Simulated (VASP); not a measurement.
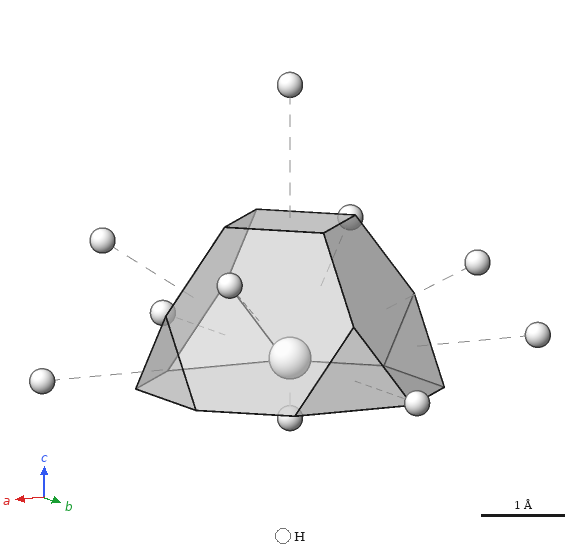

The polyhedron is the computed Voronoi (Dirichlet) cell of the central atom: each face lies in the plane that bisects the line to a neighbour. Central atom: H (4e) in H; faces take the colour of the neighbour behind them. Source: a cell listed in the Materials Project, as set up for an electronic-structure calculation.

H, space group I4/mmm (No. 139), a = 3.383 Å, b = 3.383 Å, c = 4.117 Å, α = 90.00°, β = 90.00°, γ = 90.00°

```json
{"site": "H", "Wyckoff": "4e", "x": "0.0000", "y": "0.0000", "z": "0.0901"}
```

> How many faces does the cell have, and of which kinds?

10 faces, index ⟨4,1,0,4,0,1⟩.

> Which neighbours share a face with the central atom?

10 H (100 % of the solid angle).

> What is the volume of this Voronoi cell?

11.8 Å³, equal to the mean volume per atom.
